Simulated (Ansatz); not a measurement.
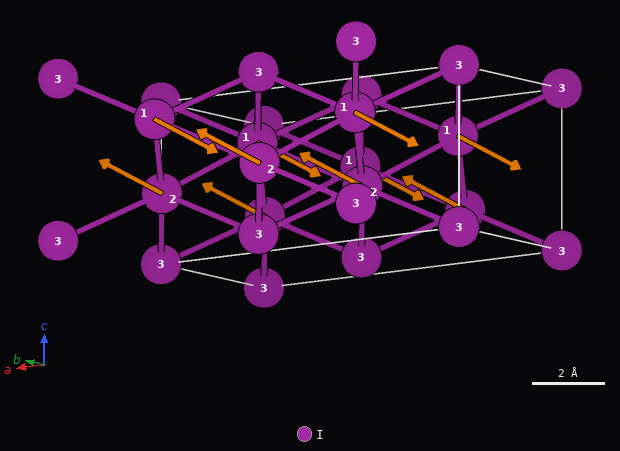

This is a relaxation of crystalline I (built on the Te_12 type). The starting structure is drawn; orange arrows show the displacements (the part carried along by the change of the cell is left out), 30 times their true length.

The picture is a ball-and-stick view of the conventional cell (2 times the calculation's cell), repeated 1 × 2 × 1 with one cell outlined, seen from a free direction. Lengths and directions refer to the drawn axes.

Case: Te type (C2/m, No. 12).

The calculation used DFT PBE, scalar-relativistic, plane waves, PAW in Ansatz. Set-up: plane-wave cutoff 420 eV; k-point mesh 10 × 10 × 10; occupations gaussian; smearing width 0.1 eV; no spin polarisation; cell and atoms relaxed; force threshold 0.01 eV/Å; at most 80 steps.

Q: What did the optimiser do to the structure, and how much energy did it gain?

A: The largest moves relative to the cell, 0.080 Å, are those of I1 and I2. I2 goes along [1 0 1]. The drawn cell changes as follows: a 9.735 → 8.139 Å (−16.4 %), b 5.452 → 6.119 Å (+12.2 %), c 4.552 → 6.345 Å (+39.4 %), β 91.9° → 105.3°; the volume changes by +26.2 %. Some distances before and after: I1–I2 3.731 → 2.970 Å, I1–I2 (another image) 3.492 → 4.147 Å, I1–I3 3.567 → 4.144 Å, I1–I3 (another image) 3.440 → 2.968 Å. The space group stays C2/m (No. 12). The energy falls by 281 meV per atom in 23 accepted moves (27 points after the start). Largest force component: 0.15 eV/Å at the start, 0.0023 eV/Å at the end. Pressure: −1.09 GPa at the start and 0.00 GPa at the end. The line search rejected the trial step at point 7 of the run. The SCF was repeated 3 times at an unchanged geometry on a basis and grid sized afresh for the cell, which shifted the energy by 11.3 meV per atom at most.

Limits of the set-up: an odd number of electrons was run without spin polarisation, which fails if the electron would localise.
